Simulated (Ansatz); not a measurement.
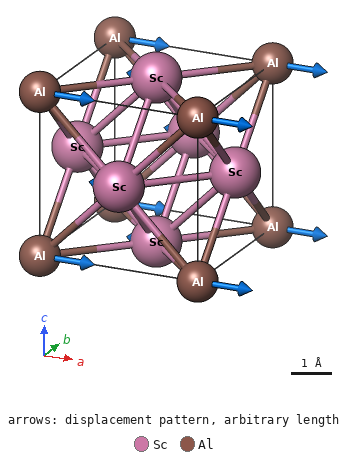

One vibrational mode of a crystal of Sc3Al at the zone centre. Displacements are drawn as blue arrows; their common scale and sign are arbitrary. Style: ball-and-stick. Shown: the cell of the calculation, from a free direction.

Method: Ansatz 0.2.0, DFT r2SCAN, scalar-relativistic, plane waves, PAW. Settings: plane-wave cutoff 500 eV; k-point mesh 12 × 12 × 12; occupations gaussian; smearing width 0.15 eV; no spin polarisation.

Give the symmetry, activity and frequency of this mode.

Answer. This is the T₁u mode (triply degenerate; one member of the set is drawn) at 228 cm⁻¹, optical level 2 of 3, counted from below, infrared-active by symmetry. All motion is along a; the kinetic energy is shared as Al 79 %, Sc 21 %. The crystal is a metal, so free carriers screen the infrared response.
